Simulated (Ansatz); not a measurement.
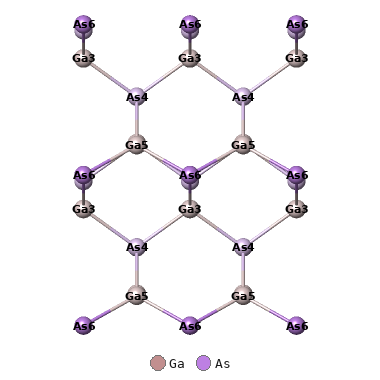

The system is H on a GaAs(110) slab cut from the F-43m phase, its upper half relaxed before the scan (6 atoms of substrate and one adsorbate in a 1 × 1 cell); the picture shows it without the atoms that are moved over the map. 
- H is moved over the surface cell; relaxed at each place: the height of the adsorbate's atoms; substrate rigid; the origin of the map has the adsorbate above As6.
- Places are given modulo a cell vector. The map is drawn in real space over the plane of the surface.
- The scan uses a 6 × 6 grid; 24 points were computed and 12 follow by symmetry.
- Energies are in eV, from the lowest grid point.
- At some places the adsorbate sinks to or below the level of the top layer. The magnetic moment jumps between some neighbouring points. With one adsorbate in each 1 × 1 cell, its nearest image is 4.1 Å away, so neighbouring adsorbates interact.
- These are results of DFT PBE, scalar-relativistic, plane waves, PAW in Ansatz, not measurements. Settings: cutoff 420 eV, k-mesh 7×5×1, gaussian smearing 0.05 eV, spin-polarised.

Range: position of H7 along the first surface vector from 0.000 to 0.833; position of H7 along the second surface vector from 0.000 to 0.833.

> What landscape does the calculation give?

The lowest grid point is at (0/6, 5/6) of the cell vectors [nearest 1 As at 1.54 Å]. The highest grid point, a place at or below the level of the top layer, (1/6, 4/6) of the cell vectors, lies 0.84 eV above the lowest. At the lowest point the adsorbate has 1 As at 1.54 Å as nearest neighbours, at the highest 1 As at 2.03 Å. Its relaxed height above the top atom is 1.20 Å at the lowest and 0.04 Å at the highest point.

| second ↓, first → | 0/6 | 1/6 | 2/6 | 3/6 | 4/6 | 5/6 |
| --- | --- | --- | --- | --- | --- | --- |
| 5/6 | 0.00 | 0.12 | 0.47 | 0.69 | 0.47 | 0.12 |
| 4/6 | 0.70 | 0.84 | 0.70 | 0.62 | 0.70 | 0.84 |
| 3/6 | 0.72 | 0.73 | 0.41 | 0.31 | 0.41 | 0.73 |
| 2/6 | 0.73 | 0.54 | 0.35 | 0.35 | 0.35 | 0.54 |
| 1/6 | 0.60 | 0.58 | 0.57 | 0.71 | 0.57 | 0.58 |
| 0/6 | 0.27 | 0.36 | 0.58 | 0.78 | 0.58 | 0.36 |

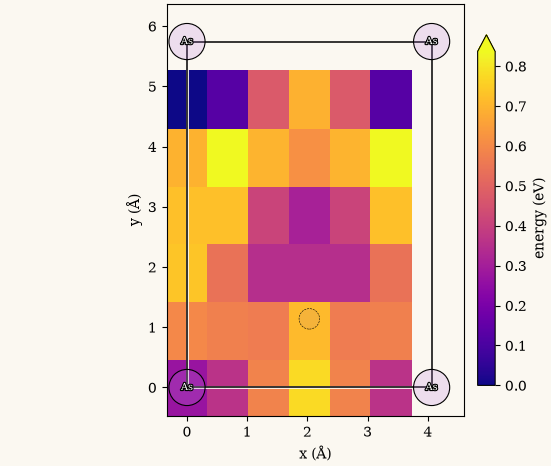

In the figure: one coloured cell a grid point, labelled circles for the atoms of the top layer and small ones for the second layer, the outline of one cell of the plane, one colour for all values above the top of the scale.

Each point was launched as `ansatz run input.yaml --threads 4 --pin off --max-ram 12288MiB --backend cpu --events-out ev --progress --plain --runs-dir out`. Time for the 24 points that were run: 27 min on 4 threads of Intel(R) Xeon(R) 6975P-C (Granite Rapids), with other jobs on the host.

PAW datasets: the set soft_1.
